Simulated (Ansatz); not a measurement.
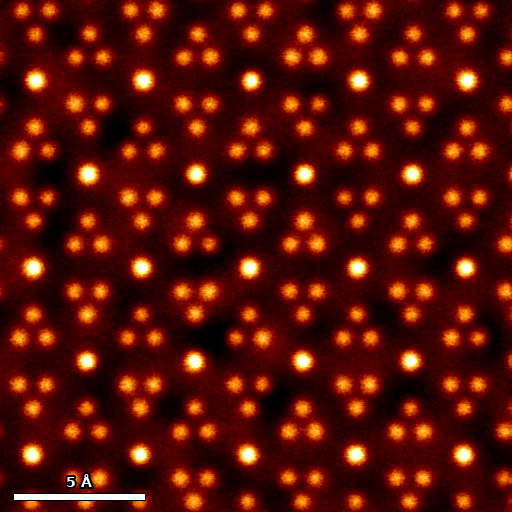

HAADF-like image of Pd (Pm-3n, No. 223). The image is simulated as a sum over atoms of Z^1.7, blurred by a 0.55 Å probe (no channelling). The probe carries 15 % of its weight in a tail 2.5 times as wide. Shot noise, a slight drift and the speckle of an amorphous layer were added. Structure: coordinates from a relaxation with Ansatz, DFT, RPBE, plane waves (420 eV) with PAW, scalar-relativistic; the starting structure was generated, so it need not be a known form of this composition.

```
Pd
1.0
     5.06741    0.00000    0.00000
     0.00000    5.06741    0.00000
     0.00000    0.00000    5.06741
Pd
8
Direct
  0.00000 0.00000 0.00000
  0.50000 0.50000 0.50000
  0.25000 0.00000 0.50000
  0.75000 0.00000 0.50000
  0.50000 0.25000 0.00000
  0.50000 0.75000 0.00000
  0.00000 0.50000 0.25000
  0.00000 0.50000 0.75000
```

Q: Along which zone axis is the crystal seen: [111], [110] or [211]? (Directions equivalent by symmetry count as one.)

A: [111]. The projected cells are 4.14 × 4.14 Å, 120° for [111]; 2.53 × 3.58 Å, 90° for [110]; 2.93 × 3.58 Å, 90° for [211], and the image repeats as the [111] one does.
